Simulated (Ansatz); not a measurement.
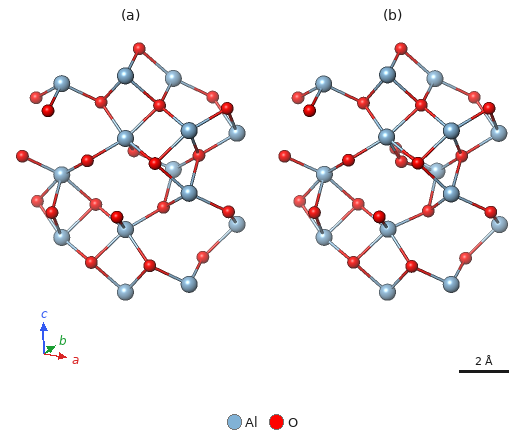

Left: perfect Al₂O₃. Right: the same region with one point defect, after relaxing the atoms in a supercell of 120 sites. Style: ball-and-stick. Shown: the atoms within 5.4 Å of one point, in a slice 3.4 Å thick across the line of sight, slightly off an axis.

The calculation used DFT, PBEsol, PAW, plane waves in Ansatz. Settings: plane-wave cutoff 420 eV; k-point mesh 1 × 1 × 1; mesh shifted by (0.25, 0.25, 0.25); no spin polarisation. Fermi-Dirac smearing of 0.01 eV. The axes drawn are those of the host's conventional cell.

> What kind of defect was made?

An extra oxygen atom is put between the host's atoms (an interstitial).

The charge state of the cell is 0.

> What does the relaxation do around it?

The O atom starts with 6 O at 1.93 to 2.04 Å, 2 Al at 1.93 Å around its place and ends with 1 O at 1.43 Å. Of the host's atoms, an oxygen atom moves furthest from its site, by 0.56 Å. The O atom itself moves 1.33 Å from where it was put.
